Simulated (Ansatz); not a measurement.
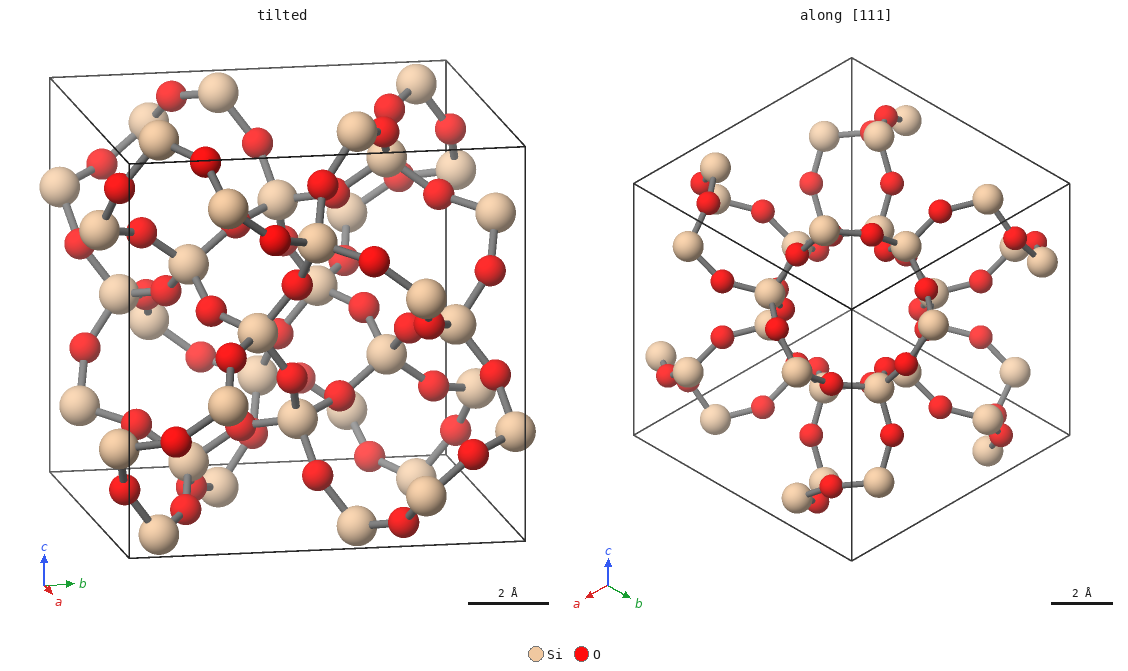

Structure drawing (ball-and-stick), viewed slightly off an axis and along [111]. The wireframe shows the conventional unit cell. Cell: a = 10.131 Å, b = 10.131 Å, c = 10.131 Å, α = 90.00°, β = 90.00°, γ = 90.00°.

Explain the picture.

- The solid is SiO2.
- The symmetry is that of Ia-3d (No. 230), on a body-centred cubic lattice.
- Content of the cell: 24 Si, 48 O (Z = 24).
- Si is linked to four O in a tetrahedral arrangement at about 1.6 Å. Each O is bonded to two Si in a bent arrangement at about 1.6 Å.
- The bonds build a three-dimensional framework.

The cell started as a structure listed in the Materials Project. Earlier steps of the study may have refined or changed the cell and positions. An electronic-structure calculation with Ansatz was run on it.

At this level of theory the cell isn't at rest (compressed, at 5 GPa), so its distances can differ from those at equilibrium, the more so the softer the solid.
